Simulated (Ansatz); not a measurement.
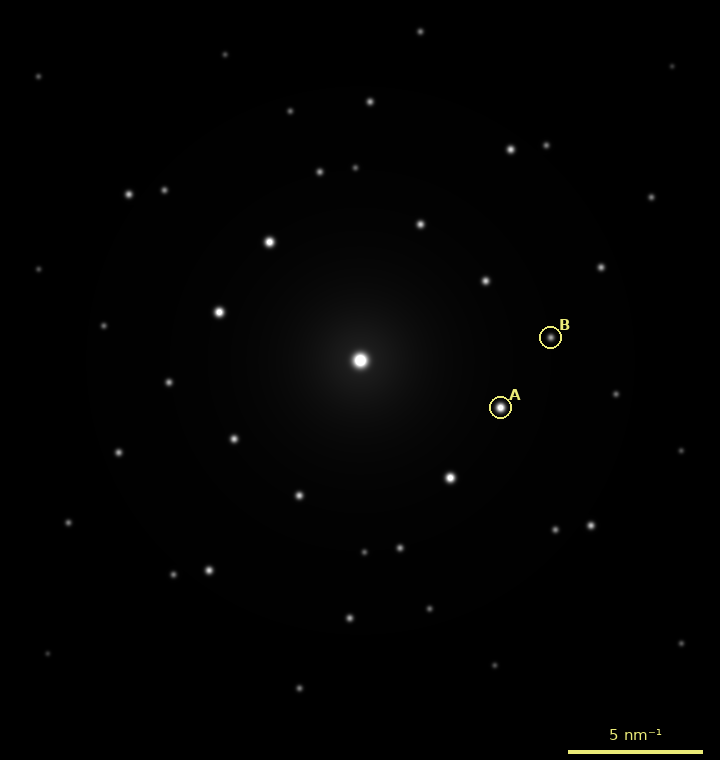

The pattern is a kinematic simulation for 120 kV electrons (no multiple scattering; isotropic B = 0.5 Å²). Two individuals of a reflection twin are superposed (a geometric construction: whether this twin forms is not tested; the second individual is smaller and so fainter). Crystal: Be, space group P6/mmm (No. 191), a = 3.568 Å, c = 2.206 Å (hexagonal axes), zone axis [101]. Structure: the end point of a relaxation with Ansatz, DFT, BLYP, plane waves (420 eV) with PAW, scalar-relativistic; the starting structure was generated, so it need not be a known form of this composition.

```cif
data_structure
_symmetry_space_group_name_H-M 'P6/mmm'
_symmetry_Int_Tables_number 191
_cell_length_a 3.5678
_cell_length_b 3.5678
_cell_length_c 2.2056
_cell_angle_alpha 90.000
_cell_angle_beta 90.000
_cell_angle_gamma 120.000
_cell_volume 24.32
loop_
_atom_site_label
_atom_site_type_symbol
_atom_site_symmetry_multiplicity
_atom_site_Wyckoff_symbol
_atom_site_fract_x
_atom_site_fract_y
_atom_site_fract_z
_atom_site_occupancy
Be1 Be 1 a 0.00000 0.00000 0.00000 1
Be2 Be 2 d 0.33333 0.66667 0.50000 1
```

In the first individual spot A is -1 0 1 and spot B is -1 -1 1.

On which plane is the crystal twinned?

Answer. (11-1). The spot positions of the combined pattern are mirror-symmetric about the row through 1 1 -1 (d = 1.387 Å), which both individuals share, while a single individual has only symmetry 2mm without that mirror line. Friedel's law adds a mirror line at right angles, along which no low-index reflection lies.

Which other reflections coincide?

Answer. Within the frame only the reflections of the common row coincide.
